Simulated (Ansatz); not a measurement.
The cell of Li2Se (Fm-3m, No. 225). Source of the atomic positions: a calculation's input that goes back to an entry of the Crystallography Open Database (an earlier step may have relaxed or displaced it).

```xyz
12
Lattice="5.9869 0.0000 0.0000 0.0000 5.9869 0.0000 0.0000 0.0000 5.9869" Properties=species:S:1:pos:R:3 pbc="T T T"
Li    1.4967    4.4902    4.4902
Li    1.4967    1.4967    4.4902
Se    0.0000    0.0000    0.0000
Li    1.4967    1.4967    1.4967
Li    1.4967    4.4902    1.4967
Se    0.0000    2.9935    2.9935
Li    4.4902    4.4902    1.4967
Li    4.4902    1.4967    1.4967
Se    2.9935    0.0000    2.9935
Li    4.4902    1.4967    4.4902
Li    4.4902    4.4902    4.4902
Se    2.9935    2.9935    0.0000
```

Take as void every point where the procrystal density (the sum of the densities of spherically averaged neutral Hartree-Fock atoms) is below 0.007 e/bohr³. What do the voids look like?

Answer. The voids take about 5.8 % of the cell (12 Å³ of 214.6 Å³) and are bounded by about 42 Å² of surface per cell. They are isolated pockets that do not connect across cells.

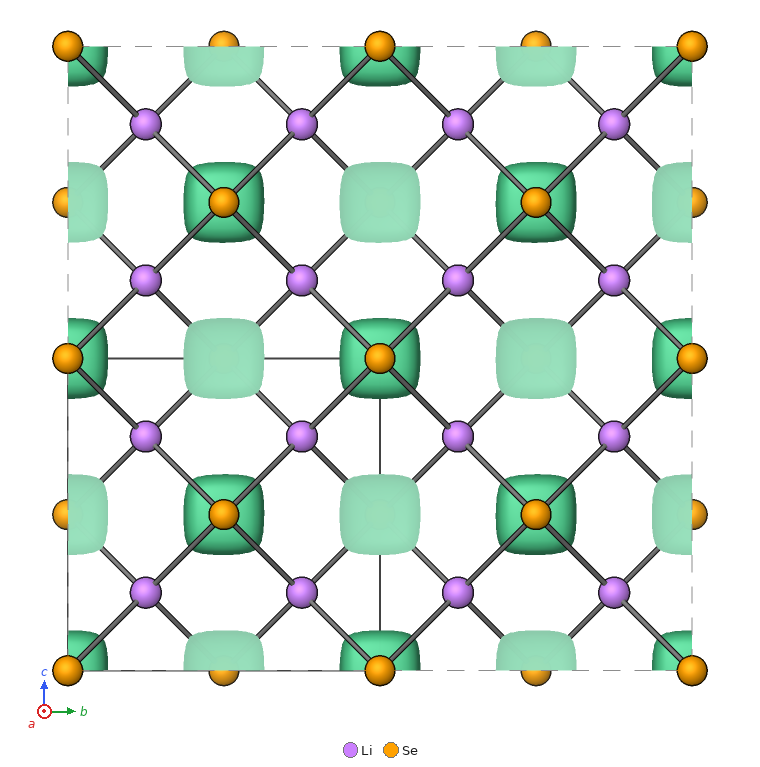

The voids drawn in 2×2×2 cells, view along the a axis. Pale faces close the region where the drawn box cuts it.
